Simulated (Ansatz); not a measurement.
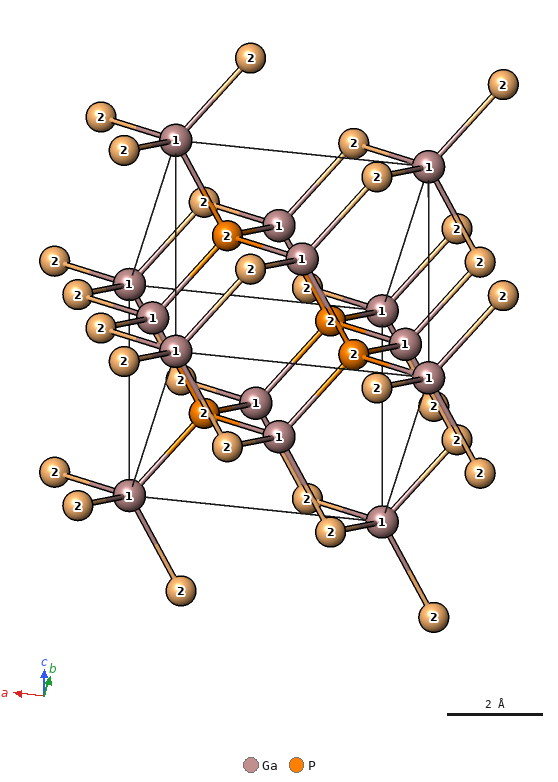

**Figure 1.** The starting structure (ball-and-stick view of the cell 4 times as large as that of the calculation, set on its symmetry axes, seen at an oblique angle; neighbours outside the cell are drawn fainter; atoms are numbered from 1 in the order of the input). Near neighbours in the crystal (not all of them lie inside the picture): Ga has 4 P at 2.36 Å; P has 4 Ga at 2.36 Å.

**Geometry relaxation of GaP (part 1 of 2)**

GaP (F-43m, 2 atoms in the cell), computed with DFT, HSE06, plane waves, PAW, no spin polarisation (Ansatz 0.2.0).

The structure was built on a prototype by a generator. The geometry comes from this level: r2SCAN. Figures and captions count atoms from 1; the log counts them from 0 in places.

Input
```yaml
crystal:
  lattice:
    - [0.0, 2.7253992947, 2.7253992947]
    - [2.7253992947, 0.0, 2.7253992947]
    - [2.7253992947, 2.7253992947, 0.0]
  atoms:
    - { symbol: Ga, position: [0.0, 0.0, 0.0] }
    - { symbol: P, position: [0.25, 0.25, 0.25] }
kpoints:
  mp_grid: { grid: [6, 6, 6] }
hamiltonian:
  xc: hse06
scf:
  occupations: { method: fermi_dirac, width: 0.02 }
relax:
  f_tol: 0.005
  cell: {}
output:
  write_density: true
  write_potential: true
  elf: true
  volumetric_format: npy
```

Launch command:
```bash
ansatz run input.yaml --threads 4 --pin off --max-ram 7372MiB --backend cpu --events-out ev --progress --plain --runs-dir out
```

The program's output
```
Engine: ansatz 0.2.0, x86_64-unknown-linux-gnu
Pseudopotentials: kind: paw
Pseudopotential: Ga, paw, valence charge 13, recommended cutoff 420 eV (normal), Ga.paw.azcp
Pseudopotential: P, paw, valence charge 5, recommended cutoff 420 eV (normal), P.paw.azcp
Functional definition: HSE06
  parameter a = 0.25
  parameter omega = 0.11/bohr
  exchange = pbe_x - a*pbe_x_sr(omega) + a*exact_x_sr(omega)
  correlation = pbe_c
Crystal: 2 atoms, lattice volume = 40.487 Å³
Basis set: ecut = 420 eV, 749 PW (Γ), exchange–correlation on 54×54×54 points (8 copies of the dense FFT grid, shifted against one another)
Bands: 13, of which v1, the nominal top of the filled ones, is band 9 counted from 1 (8 counted from 0)
Symmetry: 24 space group operations
Space group: F-43m (ITA 216), of the structure as read, at distance tolerance 3.4e-5 Å
k-points: 16 of 216 (time reversal used)
Non-local potential: Ga, projectors of the file, l = 0: 2, l = 1: 2, l = 2: 3, l = 3: 1
Non-local potential: P, projectors of the file, l = 0: 2, l = 1: 2, l = 2: 2
PAW form: soft (Blöchl's): semilocal exchange-correlation on the pseudo side does not see the compensation charge
PAW frozen core: Ga, regenerated for the run's functional, and the local potential with it (the file was generated under x = pbe(κ = 0.804, μ = 0.2195149727645171), c = pbe(β = 0.06672455060314922))
PAW frozen core: P, regenerated for the run's functional, and the local potential with it (the file was generated under x = pbe(κ = 0.804, μ = 0.2195149727645171), c = pbe(β = 0.06672455060314922))
PAW one-centre angular grid: Ga, 590 points (default); XC on 64 Gauss nodes
PAW one-centre angular grid: P, 110 points (default); XC on 64 Gauss nodes
Initial density: superposition of atomic densities (neutral atoms: chi_scale 0, normalization atom), corrected by the library's trained network
Initial wavefunctions: pseudopotential atomic-orbital guess
Functional: x = pbe(κ = 0.804, μ = 0.2195149727645171), c = pbe(β = 0.06672455060314922), warm-up for x = pbe(κ = 0.804, μ = 0.2195149727645171) + 0.25 (exact − pbe) at short range (hse, ω = 0.20786987370883472 Å⁻¹), c = pbe(β = 0.06672455060314922); HSE06 as pw.x's `hse` composes it (authors' and Libxc's form: `xc: wpbeh`)
SCF iter   1: F=—  HF=-4539.532650 eV  |F-HF|=—  |Δ(HF+E_count)|=         —  Δρ=1.34e-3  dr2=1.24e-3  ethr=1.77e-3  ⟨swp⟩=6.8  Hψ=895  notcnv=0
preconditioner: auto → none  [insulator: Δε(μ)=1.635 eV  Ē_g=15.519 eV  σ=0.020 eV  W_gap=1.00  n_scr=14 (ndim 8)  ℏωp=24.8 eV  f_vac=0.011  D(μ)=0.00/eV (n_scr^D=0)]
iter 2 solved again at ethr=6.13e-7 eV; its pass at ethr=6.90e-6 eV (dr2=1.10e-4 eV) is discarded
SCF iter   2: F=-4539.532680 eV  HF=-4539.532686 eV  |F-HF|=6.31e-6  |Δ(HF+E_count)|=   3.69e-5  Δρ=4.79e-4  dr2=1.11e-4  ethr=6.13e-7  ⟨swp⟩=2.6  Hψ=1018  notcnv=0
SCF 1 stopped early in 2 iterations: F = -4539.532680 eV  dr2 = 1.11e-4
  greatest PAW one-centre occupation: 0.994 electrons in one spin orbital (limit 2), on the Ga atom at site 0 (counted from 0), in its partial waves of l = 2
Initial density: handed on by an earlier stage of this run
Initial wavefunctions: those handed on with the density
Functional: x = pbe(κ = 0.804, μ = 0.2195149727645171) + 0.25 (exact − pbe) at short range (hse, ω = 0.20786987370883472 Å⁻¹), c = pbe(β = 0.06672455060314922); HSE06 as pw.x's `hse` composes it (authors' and Libxc's form: `xc: wpbeh`)
Exchange kernel: α = 0.2500, screened, ω = 0.2079 Å⁻¹, Wigner–Seitz truncation, v(0) = 1046.4280 eV·Å³, q-mesh 6×6×6, nearest image of the exchange supercell L = 23.13 Å, pair-density grid 15×15×15, without the augmentation charges, whose exchange is taken in its separable form by FFT convolution over the k-point mesh (sized by the pseudopotential files, 24×24×24 at the most), smooth part of the exact exchange by density-matrix convolution
Frozen-core exchange: fock
SCF iter   1: F=—  HF=-4540.605787 eV  |F-HF|=—  |Δ(HF+E_count)|=         —  Δρ=1.28e-2  dr2=2.63e-2  ethr=6.18e-6  ⟨swp⟩=5.6  Hψ=989  notcnv=0
preconditioner: auto → none  [insulator: Δε(μ)=2.268 eV  Ē_g=18.292 eV  σ=0.020 eV  W_gap=1.00  n_scr=14 (ndim 8)  ℏωp=24.8 eV  f_vac=0.011  D(μ)=0.00/eV (n_scr^D=0)]
SCF iter   2: F=—  HF=-4540.592690 eV  |F-HF|=—  |Δ(HF+E_count)|=   1.31e-2  Δρ=2.55e-3  dr2=2.44e-3  ethr=6.18e-6  ⟨swp⟩=4.0  Hψ=738  notcnv=0
SCF iter   3: F=—  HF=-4540.599338 eV  |F-HF|=—  |Δ(HF+E_count)|=   6.65e-3  Δρ=3.20e-3  dr2=1.50e-3  ethr=6.18e-6  ⟨swp⟩=4.0  Hψ=700  notcnv=0
SCF iter   4: F=—  HF=-4540.599162 eV  |F-HF|=—  |Δ(HF+E_count)|=   1.76e-4  Δρ=1.23e-3  dr2=2.93e-4  ethr=6.18e-6  ⟨swp⟩=2.0  Hψ=352  notcnv=0
SCF iter   5: F=—  HF=-4540.599173 eV  |F-HF|=—  |Δ(HF+E_count)|=   1.15e-5  Δρ=7.04e-5  dr2=1.32e-5  ethr=1.10e-6  ⟨swp⟩=3.0  Hψ=385  notcnv=0
SCF iter   6: F=—  HF=-4540.599353 eV  |F-HF|=—  |Δ(HF+E_count)|=   1.79e-4  Δρ=1.47e-4  dr2=3.90e-6  ethr=1.91e-8  ⟨swp⟩=4.1  Hψ=652  notcnv=0
SCF iter   7: F=-4540.599347 eV  HF=-4540.599347 eV  |F-HF|=3.80e-8  |Δ(HF+E_count)|=   5.74e-6  Δρ=1.87e-5  dr2=1.39e-7  ethr=1.91e-8  ⟨swp⟩=4.0  Hψ=528  notcnv=0
SCF 2 stopped early in 7 iterations: F = -4540.599347 eV  dr2 = 1.39e-7
  greatest PAW one-centre occupation: 0.995 electrons in one spin orbital (limit 2), on the Ga atom at site 0 (counted from 0), in its partial waves of l = 2
hybrid outer 1: dexx = +7.935e-3 eV, tail = 2.23e-5 eV
Exchange kernel: α = 0.2500, screened, ω = 0.2079 Å⁻¹, Wigner–Seitz truncation, v(0) = 1046.4280 eV·Å³, q-mesh 6×6×6, nearest image of the exchange supercell L = 23.13 Å, pair-density grid 15×15×15, without the augmentation charges, whose exchange is taken in its separable form by FFT convolution over the k-point mesh (sized by the pseudopotential files, 24×24×24 at the most), smooth part of the exact exchange by density-matrix convolution
Frozen-core exchange: fock
SCF iter   1: F=—  HF=-4540.599215 eV  |F-HF|=—  |Δ(HF+E_count)|=         —  Δρ=4.91e-5  dr2=1.49e-6  ethr=6.20e-7  ⟨swp⟩=3.9  Hψ=497  notcnv=0
preconditioner: auto → none  [insulator: Δε(μ)=2.289 eV  Ē_g=18.111 eV  σ=0.020 eV  W_gap=1.00  n_scr=14 (ndim 8)  ℏωp=24.8 eV  f_vac=0.009  D(μ)=0.00/eV (n_scr^D=0)]
SCF iter   2: F=—  HF=-4540.599215 eV  |F-HF|=—  |Δ(HF+E_count)|=   9.75e-8  Δρ=2.01e-5  dr2=1.22e-7  ethr=7.84e-9  ⟨swp⟩=3.9  Hψ=554  notcnv=0
SCF iter   3: F=—  HF=-4540.599215 eV  |F-HF|=—  |Δ(HF+E_count)|=   5.37e-7  Δρ=1.13e-5  dr2=6.04e-8  ethr=2.34e-10  ⟨swp⟩=4.0  Hψ=570  notcnv=0
SCF iter   4: F=—  HF=-4540.599215 eV  |F-HF|=—  |Δ(HF+E_count)|=   1.07e-8  Δρ=1.86e-6  dr2=3.00e-9  ethr=2.34e-10  ⟨swp⟩=3.0  Hψ=485  notcnv=0
SCF iter   5: F=—  HF=-4540.599215 eV  |F-HF|=—  |Δ(HF+E_count)|=   1.13e-8  Δρ=2.05e-6  dr2=1.96e-9  ethr=5.59e-12  ⟨swp⟩=4.0  Hψ=617  notcnv=0
SCF iter   6: F=-4540.599215 eV  HF=-4540.599215 eV  |F-HF|=2.73e-12  |Δ(HF+E_count)|=  5.18e-10  Δρ=1.01e-7  dr2=7.47e-11  ethr=5.59e-12  ⟨swp⟩=3.0  Hψ=410  notcnv=0
SCF 3 stopped early in 6 iterations: F = -4540.599215 eV  dr2 = 7.47e-11
hybrid outer 2: dexx = +5.802e-7 eV, tail = 1.17e-8 eV, Δε = 2.65e-3 eV (about 6.93e-5 eV left of the loop's levels)
Exchange kernel: α = 0.2500, screened, ω = 0.2079 Å⁻¹, Wigner–Seitz truncation, v(0) = 1046.4280 eV·Å³, q-mesh 6×6×6, nearest image of the exchange supercell L = 23.13 Å, pair-density grid 15×15×15, without the augmentation charges, whose exchange is taken in its separable form by FFT convolution over the k-point mesh (sized by the pseudopotential files, 24×24×24 at the most), smooth part of the exact exchange by density-matrix convolution
Frozen-core exchange: fock
SCF iter   1: F=—  HF=-4540.599215 eV  |F-HF|=—  |Δ(HF+E_count)|=         —  Δρ=2.20e-6  dr2=1.03e-9  ethr=3.25e-10  ⟨swp⟩=6.3  Hψ=596  notcnv=0
preconditioner: auto → none  [insulator: Δε(μ)=2.290 eV  Ē_g=18.110 eV  σ=0.020 eV  W_gap=1.00  n_scr=14 (ndim 8)  ℏωp=24.8 eV  f_vac=0.009  D(μ)=0.00/eV (n_scr^D=0)]
SCF iter   2: F=—  HF=-4540.599215 eV  |F-HF|=—  |Δ(HF+E_count)|=  3.42e-10  Δρ=1.80e-7  dr2=3.35e-11  ethr=4.78e-12  ⟨swp⟩=4.0  Hψ=553  notcnv=0
SCF iter   3: F=-4540.599215 eV  HF=-4540.599215 eV  |F-HF|=1.82e-12  |Δ(HF+E_count)|=  1.78e-10  Δρ=1.82e-7  dr2=9.30e-12  ethr=1.00e-12  ⟨swp⟩=3.0  Hψ=463  notcnv=0
SCF 4 converged in 3 iterations: F = -4540.599215 eV  dr2 = 9.30e-12
  Residual-converged pass: ⟨swp⟩=4.4  Hψ=638  notcnv=0  max |occ|·‖R‖ = 1.0e-8 eV (tolerance 1.0e-8 eV)  dr2=9.76e-12  dr2_onsite=2.68e-12  max |Δocc| = 0.0e0
hybrid outer 3: dexx = +2.114e-10 eV, tail = 2.58e-11 eV, Δε = 7.72e-5 eV (about 5.96e-6 eV left of the loop's levels)
relax step   1: F+E_penalty+E_count = -4540.59921535 eV  Δ(F+E_penalty+E_count) = +0.000e0 eV  max|allowed force component| = 2.591e-16 eV/Å  Δτ_max = 0.0000 Å  P = +0.724 GPa  Ω = 40.487 Å³  (18 SCF iters, accepted)
Crystal: 2 atoms, lattice volume = 40.733 Å³
Basis set: ecut = 420 eV, 821 PW (Γ), exchange–correlation on 54×54×54 points (8 copies of the dense FFT grid, shifted against one another)
Exchange kernel: α = 0.2500, screened, ω = 0.2079 Å⁻¹, Wigner–Seitz truncation, v(0) = 1046.4417 eV·Å³, q-mesh 6×6×6, nearest image of the exchange supercell L = 23.17 Å, pair-density grid 15×15×15, without the augmentation charges, whose exchange is taken in its separable form by FFT convolution over the k-point mesh (sized by the pseudopotential files, 24×24×24 at the most), smooth part of the exact exchange by density-matrix convolution
Frozen-core exchange: fock
iter 1 solved again at ethr=3.92e-6 eV; its pass at ethr=1.00e-1 eV (dr2=7.06e-4 eV) is discarded
SCF iter   1: F=—  HF=-4540.596399 eV  |F-HF|=—  |Δ(HF+E_count)|=         —  Δρ=8.24e-4  dr2=2.30e-4  ethr=3.92e-6  ⟨swp⟩=4.2  Hψ=1112  notcnv=0
preconditioner: auto → none  [insulator: Δε(μ)=2.295 eV  Ē_g=18.039 eV  σ=0.020 eV  W_gap=1.00  n_scr=14 (ndim 8)  ℏωp=24.7 eV  f_vac=0.011  D(μ)=0.00/eV (n_scr^D=0)]
iter 2 solved again at ethr=5.90e-8 eV; its pass at ethr=1.16e-6 eV (dr2=1.06e-5 eV) is discarded
SCF iter   2: F=—  HF=-4540.596228 eV  |F-HF|=—  |Δ(HF+E_count)|=   1.72e-4  Δρ=1.71e-4  dr2=1.69e-4  ethr=5.90e-8  ⟨swp⟩=2.2  Hψ=923  notcnv=0
SCF iter   3: F=—  HF=-4540.599887 eV  |F-HF|=—  |Δ(HF+E_count)|=   3.66e-3  Δρ=6.85e-4  dr2=9.66e-5  ethr=5.87e-8  ⟨swp⟩=4.2  Hψ=642  notcnv=0
SCF iter   4: F=-4540.599769 eV  HF=-4540.599769 eV  |F-HF|=2.71e-8  |Δ(HF+E_count)|=   1.18e-4  Δρ=8.07e-5  dr2=2.94e-6  ethr=5.87e-8  ⟨swp⟩=4.0  Hψ=607  notcnv=0
SCF 5 stopped early in 4 iterations: F = -4540.599769 eV  dr2 = 2.94e-6
hybrid outer 1: dexx = +3.672e-3 eV, tail = 1.35e-5 eV
Exchange kernel: α = 0.2500, screened, ω = 0.2079 Å⁻¹, Wigner–Seitz truncation, v(0) = 1046.4417 eV·Å³, q-mesh 6×6×6, nearest image of the exchange supercell L = 23.17 Å, pair-density grid 15×15×15, without the augmentation charges, whose exchange is taken in its separable form by FFT convolution over the k-point mesh (sized by the pseudopotential files, 24×24×24 at the most), smooth part of the exact exchange by density-matrix convolution
Frozen-core exchange: fock
SCF iter   1: F=—  HF=-4540.599801 eV  |F-HF|=—  |Δ(HF+E_count)|=         —  Δρ=5.86e-5  dr2=9.07e-7  ethr=3.76e-7  ⟨swp⟩=4.0  Hψ=497  notcnv=0
preconditioner: auto → none  [insulator: Δε(μ)=2.303 eV  Ē_g=18.084 eV  σ=0.020 eV  W_gap=1.00  n_scr=14 (ndim 8)  ℏωp=24.7 eV  f_vac=0.010  D(μ)=0.00/eV (n_scr^D=0)]
SCF iter   2: F=—  HF=-4540.599802 eV  |F-HF|=—  |Δ(HF+E_count)|=   3.25e-7  Δρ=1.75e-5  dr2=7.93e-8  ethr=4.48e-9  ⟨swp⟩=4.0  Hψ=568  notcnv=0
SCF iter   3: F=—  HF=-4540.599802 eV  |F-HF|=—  |Δ(HF+E_count)|=   1.57e-7  Δρ=1.29e-5  dr2=3.41e-8  ethr=3.69e-10  ⟨swp⟩=3.0  Hψ=496  notcnv=0
SCF iter   4: F=—  HF=-4540.599802 eV  |F-HF|=—  |Δ(HF+E_count)|=  9.85e-10  Δρ=4.71e-6  dr2=4.12e-9  ethr=1.76e-10  ⟨swp⟩=2.1  Hψ=353  notcnv=0
SCF iter   5: F=—  HF=-4540.599802 eV  |F-HF|=—  |Δ(HF+E_count)|=   4.63e-9  Δρ=8.62e-7  dr2=3.59e-10  ethr=2.09e-11  ⟨swp⟩=3.0  Hψ=414  notcnv=0
SCF iter   6: F=-4540.599802 eV  HF=-4540.599802 eV  |F-HF|=0.00e0  |Δ(HF+E_count)|=  2.00e-11  Δρ=9.19e-8  dr2=7.17e-12  ethr=1.27e-12  ⟨swp⟩=3.0  Hψ=440  notcnv=0
SCF 6 converged in 6 iterations: F = -4540.599802 eV  dr2 = 7.17e-12
  Residual-converged pass: ⟨swp⟩=4.8  Hψ=674  notcnv=0  max |occ|·‖R‖ = 9.3e-9 eV (tolerance 1.0e-8 eV)  dr2=7.23e-12  dr2_onsite=7.24e-13  max |Δocc| = 0.0e0
hybrid outer 2: dexx = +1.675e-7 eV, tail = 9.87e-9 eV, Δε = 2.83e-3 eV (about 1.03e-4 eV left of the loop's levels)
Exchange kernel: α = 0.2500, screened, ω = 0.2079 Å⁻¹, Wigner–Seitz truncation, v(0) = 1046.4417 eV·Å³, q-mesh 6×6×6, nearest image of the exchange supercell L = 23.17 Å, pair-density grid 15×15×15, without the augmentation charges, whose exchange is taken in its separable form by FFT convolution over the k-point mesh (sized by the pseudopotential files, 24×24×24 at the most), smooth part of the exact exchange by density-matrix convolution
Frozen-core exchange: fock
SCF iter   1: F=—  HF=-4540.599802 eV  |F-HF|=—  |Δ(HF+E_count)|=         —  Δρ=9.71e-7  dr2=2.58e-10  ethr=2.74e-10  ⟨swp⟩=6.4  Hψ=591  notcnv=0
preconditioner: auto → none  [insulator: Δε(μ)=2.302 eV  Ē_g=18.083 eV  σ=0.020 eV  W_gap=1.00  n_scr=14 (ndim 8)  ℏωp=24.7 eV  f_vac=0.010  D(μ)=0.00/eV (n_scr^D=0)]
SCF iter   2: F=-4540.599802 eV  HF=-4540.599802 eV  |F-HF|=2.73e-12  |Δ(HF+E_count)|=  1.10e-10  Δρ=6.31e-8  dr2=2.21e-12  ethr=1.01e-12  ⟨swp⟩=4.0  Hψ=569  notcnv=0
SCF 7 converged in 2 iterations: F = -4540.599802 eV  dr2 = 2.21e-12
  Residual-converged pass: ⟨swp⟩=4.1  Hψ=543  notcnv=0  max |occ|·‖R‖ = 9.9e-9 eV (tolerance 1.0e-8 eV)  dr2=2.21e-12  dr2_onsite=4.57e-12  max |Δocc| = 0.0e0
hybrid outer 3: dexx = +2.494e-11 eV, tail = 1.44e-11 eV, Δε = 1.09e-5 eV (about 1.06e-6 eV left of the loop's levels), ΔF = 5.55e-17 eV/Å (tail 1.86e-17)
relax step   2: F+E_penalty+E_count = -4540.59980196 eV  Δ(F+E_penalty+E_count) = -5.866e-4 eV  max|allowed force component| = 8.442e-17 eV/Å  Δτ_max = 0.0000 Å  P = +0.182 GPa  Ω = 40.733 Å³  energy of the carried Pulay correction = -1.045e-4 eV  (12 SCF iters, accepted)
Crystal: 2 atoms, lattice volume = 40.815 Å³
Exchange kernel: α = 0.2500, screened, ω = 0.2079 Å⁻¹, Wigner–Seitz truncation, v(0) = 1046.4462 eV·Å³, q-mesh 6×6×6, nearest image of the exchange supercell L = 23.19 Å, pair-density grid 15×15×15, without the augmentation charges, whose exchange is taken in its separable form by FFT convolution over the k-point mesh (sized by the pseudopotential files, 24×24×24 at the most), smooth part of the exact exchange by density-matrix convolution
Frozen-core exchange: fock
iter 1 solved again at ethr=5.76e-7 eV; its pass at ethr=1.00e-1 eV (dr2=1.04e-4 eV) is discarded
```
